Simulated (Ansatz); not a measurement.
Mg2O3: geometry relaxation (part 2 of 3)

Mg2O3 (10 atoms in the cell); DFT PBE, scalar-relativistic, plane waves, PAW, spin-polarised (Ansatz 0.2.0); cutoff 420 eV, 6×6×6 k-mesh, Gaussian smearing of 0.1 eV, collinear spins. The structure was made by swapping elements on the sites of another compound; it need not be a known phase. It belongs to a series of runs on one base structure; here: corundum type (R-3c, No. 167).

Geometry of the input (Å; fractional positions):
```
2.6851  1.5502  4.8872
-2.6851  1.5502  4.8872
0.0000  -3.1005  4.8872
Mg 0.8522  0.8522  0.8522
Mg 0.6478  0.6478  0.6478
Mg 0.1478  0.1478  0.1478
Mg 0.3522  0.3522  0.3522
O  0.0562  0.4437  0.7500
O  0.7500  0.0562  0.4438
O  0.4438  0.7500  0.0563
O  0.9437  0.5563  0.2500
O  0.2500  0.9437  0.5563
O  0.5562  0.2500  0.9437
```

Output, continued
```
SCF iter   1: F=—  HF=-11101.760420 eV  |F-HF|=—  |Δ(HF+E_count)|=         —  Δρ=4.06e-4 (↑2.60e-4 ↓4.06e-4)  dr2=2.73e-4  dr2_m=4.19e-5  M=4.000 μB ∫|m|=4.142 μB  β_m=0.30  ethr=4.11e-7  ⟨swp⟩=2.0  Hψ=13655  notcnv=0
preconditioner: auto → Kerker (q_TF=auto, 2.555 Å⁻¹)  [metal: Δε(μ)=0.014 eV  Ē_g=15.467 eV  σ=0.100 eV  W_gap=0.08  n_scr=26 (ndim 8)  ℏωp=23.2 eV  f_vac=0.023  D(μ)=4.08/eV (n_scr^D=26)]
spin=Collinear: Kerker preconditioning applied to the charge; magnetization (m = ρ↑ − ρ↓) channel mixes plain (no charge-response kernel on spin).
SCF iter   2: F=—  HF=-11101.760392 eV  |F-HF|=—  |Δ(HF+E_count)|=   2.80e-5  Δρ=2.97e-4 (↑1.80e-4 ↓2.97e-4)  dr2=1.60e-4  dr2_m=2.36e-5  M=4.000 μB ∫|m|=4.142 μB  β_m=0.65  ethr=3.59e-7  ⟨swp⟩=1.0  Hψ=3264  notcnv=0
SCF iter   3: F=—  HF=-11101.760374 eV  |F-HF|=—  |Δ(HF+E_count)|=   1.82e-5  Δρ=7.11e-5 (↑5.19e-5 ↓7.11e-5)  dr2=2.40e-5  dr2_m=1.05e-6  M=4.000 μB ∫|m|=4.142 μB  β_m=0.82  ethr=2.10e-7  ⟨swp⟩=3.0  Hψ=6219  notcnv=0
SCF iter   4: F=—  HF=-11101.760373 eV  |F-HF|=—  |Δ(HF+E_count)|=   1.31e-6  Δρ=2.90e-5 (↑1.54e-5 ↓2.90e-5)  dr2=2.31e-6  dr2_m=1.89e-7  M=4.000 μB ∫|m|=4.141 μB  β_m=0.91  ethr=3.16e-8  ⟨swp⟩=2.8  Hψ=4767  notcnv=0
SCF iter   5: F=-11101.760374 eV  HF=-11101.760374 eV  |F-HF|=1.59e-7  |Δ(HF+E_count)|=   1.15e-6  Δρ=9.75e-6 (↑5.17e-6 ↓9.75e-6)  dr2=1.84e-7  dr2_m=2.34e-8  M=4.000 μB ∫|m|=4.142 μB  ethr=1.32e-9  ⟨swp⟩=6.2  Hψ=12388  notcnv=0
SCF 4 converged in 5 iterations: F = -11101.760374 eV  dr2 = 1.84e-7
relax step   4: F+E_penalty+E_count = -11101.76037422 eV  Δ(F+E_penalty+E_count) = +1.178e-3 eV  max|allowed force component| = 1.536e-2 eV/Å  Δτ_max = 0.0020 Å  P = -0.020 GPa  Ω = 112.600 Å³  energy of the carried Pulay correction = +3.565e-2 eV  (5 SCF iters, dr2 threshold 1.00e-6 eV, accepted)
Initial wavefunctions: pseudopotential atomic-orbital guess (no wavefunctions were taken with the density)
iter 1 solved again at ethr=5.33e-8 eV; its pass at ethr=3.10e-3 eV (dr2=4.05e-5 eV) is discarded
SCF iter   1: F=—  HF=-11101.738471 eV  |F-HF|=—  |Δ(HF+E_count)|=         —  Δρ=2.99e-4 (↑2.99e-4 ↓2.11e-4)  dr2=4.04e-5  dr2_m=3.07e-6  M=4.000 μB ∫|m|=4.141 μB  β_m=0.30  ethr=5.33e-8  ⟨swp⟩=3.1  Hψ=23113  notcnv=0
preconditioner: auto → Kerker (q_TF=auto, 2.555 Å⁻¹)  [metal: Δε(μ)=0.014 eV  Ē_g=15.466 eV  σ=0.100 eV  W_gap=0.08  n_scr=26 (ndim 8)  ℏωp=23.2 eV  f_vac=0.023  D(μ)=4.05/eV (n_scr^D=26)]
spin=Collinear: Kerker preconditioning applied to the charge; magnetization (m = ρ↑ − ρ↓) channel mixes plain (no charge-response kernel on spin).
SCF iter   2: F=—  HF=-11101.738506 eV  |F-HF|=—  |Δ(HF+E_count)|=   3.50e-5  Δρ=2.04e-4 (↑2.04e-4 ↓1.44e-4)  dr2=1.63e-5  dr2_m=1.42e-6  M=4.000 μB ∫|m|=4.141 μB  β_m=0.55  ethr=5.32e-8  ⟨swp⟩=2.0  Hψ=4676  notcnv=0
SCF iter   3: F=—  HF=-11101.738551 eV  |F-HF|=—  |Δ(HF+E_count)|=   4.51e-5  Δρ=4.41e-5 (↑4.41e-5 ↓3.36e-5)  dr2=1.35e-6  dr2_m=5.60e-8  M=4.000 μB ∫|m|=4.141 μB  β_m=0.70  ethr=2.15e-8  ⟨swp⟩=2.0  Hψ=4678  notcnv=0
SCF iter   4: F=—  HF=-11101.738552 eV  |F-HF|=—  |Δ(HF+E_count)|=   7.70e-7  Δρ=4.02e-6 (↑2.12e-6 ↓4.02e-6)  dr2=3.05e-8  dr2_m=3.07e-9  M=4.000 μB ∫|m|=4.141 μB  β_m=0.85  ethr=1.77e-9  ⟨swp⟩=2.0  Hψ=4675  notcnv=0
SCF iter   5: F=—  HF=-11101.738552 eV  |F-HF|=—  |Δ(HF+E_count)|=   1.97e-8  Δρ=1.09e-6 (↑8.99e-7 ↓1.09e-6)  dr2=8.63e-9  dr2_m=1.19e-10  M=4.000 μB ∫|m|=4.141 μB  β_m=0.92  ethr=8.42e-12  ⟨swp⟩=6.2  Hψ=11346  notcnv=0
SCF iter   6: F=-11101.738552 eV  HF=-11101.738552 eV  |F-HF|=4.06e-10  |Δ(HF+E_count)|=   3.15e-9  Δρ=6.00e-7 (↑3.59e-7 ↓6.00e-7)  dr2=1.34e-9  dr2_m=6.59e-11  M=4.000 μB ∫|m|=4.141 μB  ethr=8.42e-12  ⟨swp⟩=3.1  Hψ=8444  notcnv=0
SCF 5 converged in 6 iterations: F = -11101.738552 eV  dr2 = 1.34e-9
relax step   5: F+E_penalty+E_count = -11101.73855207 eV  Δ(F+E_penalty+E_count) = +2.182e-2 eV  max|allowed force component| = 1.470e-2 eV/Å  Δτ_max = 0.0000 Å  P = -0.413 GPa  Ω = 112.600 Å³  stress off target by 5.03e-1 GPa  SCF on the basis re-selected at this cell (its energy is not comparable with the rows above)  (6 SCF iters)
basis re-selected at this cell: Δ(F+E_penalty+E_count) = +2.182e-2 eV, ΔP = -0.393 GPa vs the last step (what re-selecting the basis moved, of the pressure what is left beyond the Pulay correction that the steps carried, after the strain that the cell walked since its last selection, with what the two solves' SCF thresholds leave and, on support functions, any second-order correction that the steps lacked; it is no measure of the basis error at this ecutwfc). This SCF's stress stands 5.03e-1 GPa from its target on what of the cell is left free (relax.cell.stress_tol is 4.00e-1 GPa) and its largest allowed force component is 1.47e-2 eV/Å (relax.f_tol is 4.00e-2 eV/Å): not within both, so this SCF does not close the relaxation
Crystal: 10 atoms, lattice volume = 112.134 Å³
iter 1 solved again at ethr=3.27e-6 eV; its pass at ethr=3.10e-3 eV (dr2=2.48e-3 eV) is discarded
SCF iter   1: F=—  HF=-11101.740167 eV  |F-HF|=—  |Δ(HF+E_count)|=         —  Δρ=1.95e-3 (↑8.61e-4 ↓1.95e-3)  dr2=2.46e-3  dr2_m=9.19e-4  M=4.000 μB ∫|m|=4.141 μB  β_m=0.30  ethr=3.27e-6  ⟨swp⟩=2.0  Hψ=14103  notcnv=0
preconditioner: auto → Kerker (q_TF=auto, 2.557 Å⁻¹)  [metal: Δε(μ)=0.019 eV  Ē_g=15.485 eV  σ=0.100 eV  W_gap=0.10  n_scr=26 (ndim 8)  ℏωp=23.3 eV  f_vac=0.021  D(μ)=4.02/eV (n_scr^D=26)]
spin=Collinear: Kerker preconditioning applied to the charge; magnetization (m = ρ↑ − ρ↓) channel mixes plain (no charge-response kernel on spin).
SCF iter   2: F=—  HF=-11101.740397 eV  |F-HF|=—  |Δ(HF+E_count)|=   2.30e-4  Δρ=1.55e-3 (↑6.33e-4 ↓1.55e-3)  dr2=1.49e-3  dr2_m=6.00e-4  M=4.000 μB ∫|m|=4.141 μB  β_m=0.61  ethr=3.23e-6  ⟨swp⟩=1.0  Hψ=3264  notcnv=0
SCF iter   3: F=—  HF=-11101.740799 eV  |F-HF|=—  |Δ(HF+E_count)|=   4.03e-4  Δρ=2.48e-4 (↑9.67e-5 ↓2.48e-4)  dr2=5.76e-5  dr2_m=1.70e-5  M=4.000 μB ∫|m|=4.141 μB  β_m=0.70  ethr=1.97e-6  ⟨swp⟩=2.0  Hψ=5422  notcnv=0
SCF iter   4: F=—  HF=-11101.740801 eV  |F-HF|=—  |Δ(HF+E_count)|=   1.85e-6  Δρ=6.30e-5 (↑5.78e-5 ↓6.30e-5)  dr2=8.25e-6  dr2_m=3.41e-7  M=4.000 μB ∫|m|=4.141 μB  β_m=0.85  ethr=7.58e-8  ⟨swp⟩=2.1  Hψ=4622  notcnv=0
SCF iter   5: F=—  HF=-11101.740807 eV  |F-HF|=—  |Δ(HF+E_count)|=   5.75e-6  Δρ=1.71e-5 (↑1.14e-5 ↓1.71e-5)  dr2=6.83e-7  dr2_m=4.49e-8  M=4.000 μB ∫|m|=4.141 μB  β_m=0.92  ethr=1.09e-8  ⟨swp⟩=2.6  Hψ=5181  notcnv=0
SCF iter   6: F=-11101.740807 eV  HF=-11101.740807 eV  |F-HF|=1.35e-8  |Δ(HF+E_count)|=   5.45e-7  Δρ=6.55e-6 (↑3.35e-6 ↓6.55e-6)  dr2=6.75e-8  dr2_m=1.01e-8  M=4.000 μB ∫|m|=4.141 μB  ethr=8.34e-10  ⟨swp⟩=5.5  Hψ=11635  notcnv=0
SCF 6 converged in 6 iterations: F = -11101.740807 eV  dr2 = 6.75e-8
relax step   6: F+E_penalty+E_count = -11101.74080749 eV  Δ(F+E_penalty+E_count) = -2.255e-3 eV  max|allowed force component| = 9.171e-3 eV/Å  Δτ_max = 0.0099 Å  P = -0.034 GPa  Ω = 112.134 Å³  energy of the carried Pulay correction = +1.584e-3 eV  (6 SCF iters, dr2 threshold 6.34e-7 eV, accepted)
iter 1 solved again at ethr=1.89e-8 eV; its pass at ethr=3.10e-3 eV (dr2=1.44e-5 eV) is discarded
SCF iter   1: F=—  HF=-11101.739430 eV  |F-HF|=—  |Δ(HF+E_count)|=         —  Δρ=3.31e-5 (↑3.31e-5 ↓2.34e-5)  dr2=4.80e-7  dr2_m=5.11e-8  M=4.000 μB ∫|m|=4.141 μB  β_m=0.30  ethr=1.89e-8  ⟨swp⟩=3.6  Hψ=23751  notcnv=0
preconditioner: auto → Kerker (q_TF=auto, 2.557 Å⁻¹)  [metal: Δε(μ)=0.016 eV  Ē_g=15.486 eV  σ=0.100 eV  W_gap=0.09  n_scr=26 (ndim 8)  ℏωp=23.3 eV  f_vac=0.022  D(μ)=4.04/eV (n_scr^D=26)]
spin=Collinear: Kerker preconditioning applied to the charge; magnetization (m = ρ↑ − ρ↓) channel mixes plain (no charge-response kernel on spin).
SCF iter   2: F=—  HF=-11101.739430 eV  |F-HF|=—  |Δ(HF+E_count)|=   3.59e-7  Δρ=2.34e-5 (↑2.34e-5 ↓1.58e-5)  dr2=2.28e-7  dr2_m=2.87e-8  M=4.000 μB ∫|m|=4.141 μB  β_m=0.60  ethr=6.32e-10  ⟨swp⟩=2.0  Hψ=4121  notcnv=0
SCF iter   3: F=—  HF=-11101.739432 eV  |F-HF|=—  |Δ(HF+E_count)|=   1.11e-6  Δρ=4.08e-6 (↑3.28e-6 ↓4.08e-6)  dr2=1.78e-8  dr2_m=5.74e-9  M=4.000 μB ∫|m|=4.141 μB  β_m=0.78  ethr=3.00e-10  ⟨swp⟩=2.0  Hψ=4679  notcnv=0
SCF iter   4: F=-11101.739432 eV  HF=-11101.739432 eV  |F-HF|=3.67e-10  |Δ(HF+E_count)|=   2.91e-8  Δρ=1.81e-6 (↑6.34e-7 ↓1.81e-6)  dr2=4.48e-9  dr2_m=7.87e-10  M=4.000 μB ∫|m|=4.141 μB  ethr=8.42e-12  ⟨swp⟩=6.8  Hψ=11320  notcnv=0
SCF 7 converged in 4 iterations: F = -11101.739432 eV  dr2 = 4.48e-9
relax step   7: F+E_penalty+E_count = -11101.73943159 eV  Δ(F+E_penalty+E_count) = +1.376e-3 eV  max|allowed force component| = 9.141e-3 eV/Å  Δτ_max = 0.0000 Å  P = -0.046 GPa  Ω = 112.134 Å³  stress off target by 8.74e-2 GPa  SCF on the basis re-selected at this cell (its energy is not comparable with the rows above)  (4 SCF iters)
```

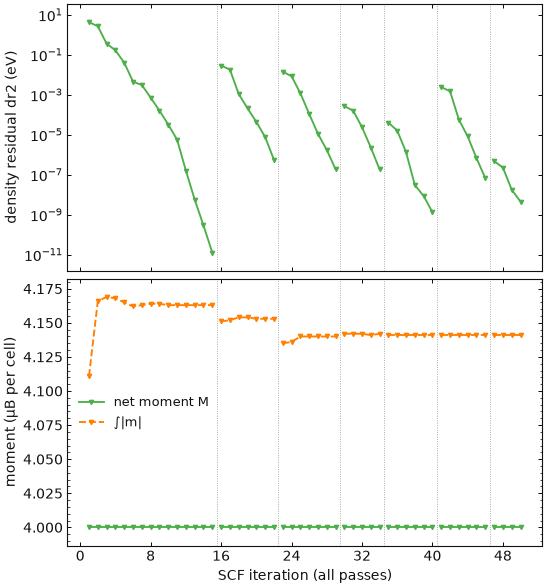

Convergence of the self-consistent field: density residual dr2 and magnetic moment against the SCF iteration. The dotted lines part the SCF passes of the relaxation: geometry steps, rejected trials and re-solves on a re-selected basis. The 7 passes take 4 to 15 iterations each, 50 in all. The net moment stays at 4.0 μB per cell.

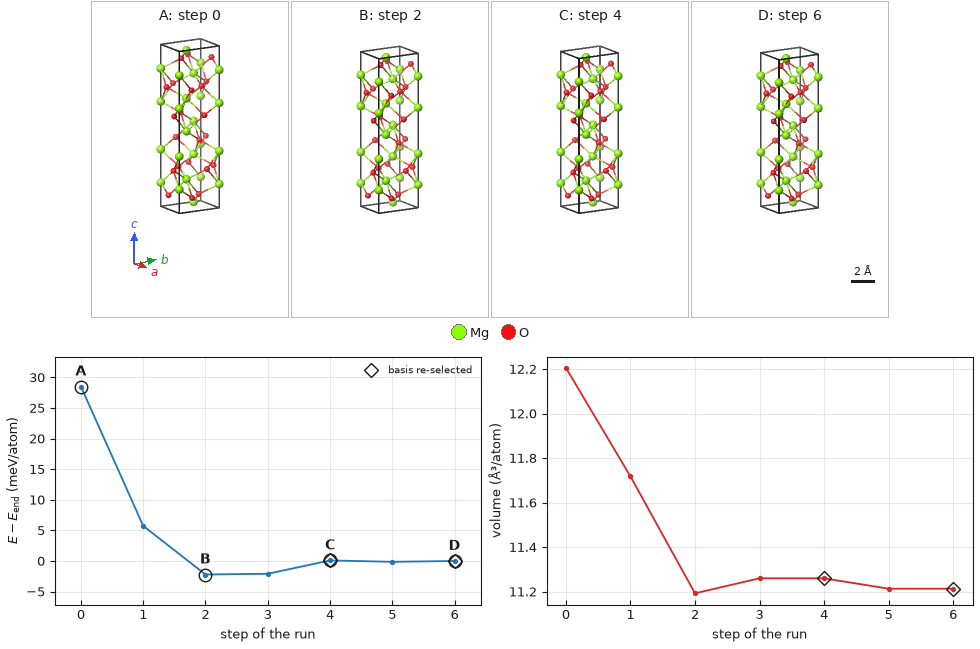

Frames of the relaxation (ball-and-stick view of the cell 3 times as large as that of the calculation, set on its symmetry axes, seen slightly off an axis) above the curves, on which the letters mark them (the first geometry is step 0 here and step 1 in the log).

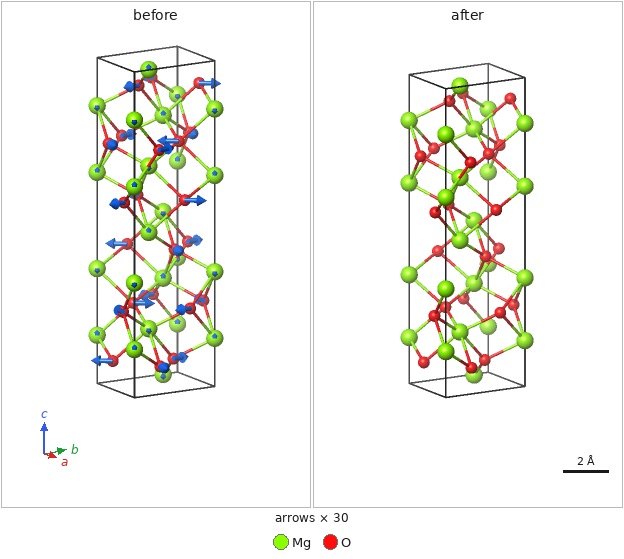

Before (left) and after (right) the relaxation, at one scale (ball-and-stick view of the cell 3 times as large as that of the calculation, set on its symmetry axes, seen slightly off an axis). The blue arrows give the displacements (without the part carried along by the change of the cell), magnified 30 times. The energy falls by 28.6 meV per atom in 4 geometry steps. The largest force component goes from 0.2 to 0.0091 eV/Å. Pressure: −7.43 GPa at the start and −0.05 GPa at the end. 1 further SCF at an unchanged geometry re-selected the plane-wave basis for the new cell. The largest moves relative to the cell, 0.034 Å, are those of O5, O6, O7, O8, O9 and O10. By element the largest moves are O 0.034 Å, Mg 0.008 Å. Cell: a = b 5.370 → 5.287 Å (−1.6 %), c 14.662 → 13.897 Å (−5.2 %). Volume −8.1 %. Among the contacts that change: Mg1–O10 2.093 → 2.032 Å, Mg1–O5 2.225 → 2.174 Å. Among the angles that change: Mg3–O10–Mg4 84.7° → 81.0°, O8–Mg3–O9 79.6° → 82.4°. The space group stays R-3c (No. 167). The energy change given includes the shifts at the re-selections in mid-walk, which come without any move. A last SCF at the same geometry on a re-selected plane-wave basis shifts the energy by +0.1 meV per atom. (Atoms are counted from 1 in the order of the input.)

```
basis re-selected at this cell: Δ(F+E_penalty+E_count) = +1.376e-3 eV, ΔP = -0.012 GPa vs the last step (what re-selecting the basis moved, of the pressure what is left beyond the Pulay correction that the steps carried, after the strain that the cell walked since its last selection, with what the two solves' SCF thresholds leave and, on support functions, any second-order correction that the steps lacked; it is no measure of the basis error at this ecutwfc). This SCF's stress stands 8.74e-2 GPa from its target on what of the cell is left free (relax.cell.stress_tol is 4.00e-1 GPa) and its largest allowed force component is 9.14e-3 eV/Å (relax.f_tol is 4.00e-2 eV/Å): within both
SCF converged after 4 iterations
Magnetization: 4.0000 μB (40.0000 up, 36.0000 down)
Absolute magnetization: 4.1410 μB (∫|ρ↑−ρ↓|, with the PAW one-centre terms)
Spin contamination: 0.0163 ħ² per cell (⟨S²⟩ above its minimum at these occupations)
Per-site moments (μB) at R_I (Å): [(-0.0016231826566969678, 0.8381209151905763), (-0.001623182656697049, 0.8381209151905765), (-0.0016231826566974555, 0.8381209151905765), (-0.0016231826566974034, 0.8381209151905763), (0.5969715826759893, 0.8381209151905765), (0.5969715826759876, 0.8381209151905763), (0.5969715826759882, 0.8381209151905765), (0.596971582675989, 0.8381209151905765), (0.5969715826759877, 0.8381209151905765), (0.5969715826759882, 0.8381209151905763)]
Free energy (F): -11101.739432 eV
Harris-Foulkes:  -11101.739432 eV  (|F-HF|=3.67e-10)
Internal energy: -11101.719251 eV  (E = F + TS)
E sigma→0 (E₀):  -11101.729341 eV
Entropy (-TS):   -0.020181 eV (-2.018 meV/atom)
Fermi energy:    4.620973 eV
--- Per-component energies (eV) ---
  E_band       = -1405.494886
  E_kinetic    = 1350.747781
  E_local      = -7997.320116  (includes V_loc(G=0)·N_el)
  E_nonlocal   = 671.385300
  E_hartree    = 2802.075847
  E_xc         = -558.670748
  E_vxc        = -714.063560  (∫ρ·V_xc dr)
  E_paw        = -2114.666258  (= ΣΔE_a)
  E_vpaw       = -320.410206  (= ΣTr[D̂ρ^β])
  E_aug_tail   = 0.014501  (compensation charges beyond the density's cutoff)
  E_ewald      = -5255.285557
  E_smearing   = -0.020181  (= −TS)
  E_closure    = 0.000000  (closes the sum)
  Σ components = -11101.739432   (vs F -11101.739432, Δ=0.00e0)
--- Forces (eV/Å), atoms counted from 1 ---
  atom   1  Mg     0.00000000    -0.00000000     0.00065586
  atom   2  Mg     0.00000000     0.00000000    -0.00065586
  atom   3  Mg    -0.00000000     0.00000000    -0.00065586
  atom   4  Mg    -0.00000000    -0.00000000     0.00065586
  atom   5  O      0.00914108     0.00000000    -0.00000000
  atom   6  O     -0.00457054     0.00791641     0.00000000
  atom   7  O     -0.00457054    -0.00791641    -0.00000000
  atom   8  O     -0.00914108    -0.00000000     0.00000000
  atom   9  O      0.00457054    -0.00791641    -0.00000000
  atom  10  O      0.00457054     0.00791641     0.00000000
  max |Σ_I F_I| component: 6.07e-18 eV/Å
--- Stress (GPa, compression-positive) ---
       -0.087444      -0.000000       0.000000
       -0.000000      -0.087444      -0.000000
        0.000000      -0.000000       0.035641
  P = ⅓ Tr σ = -0.0464 GPa (-0.464 kbar)
```
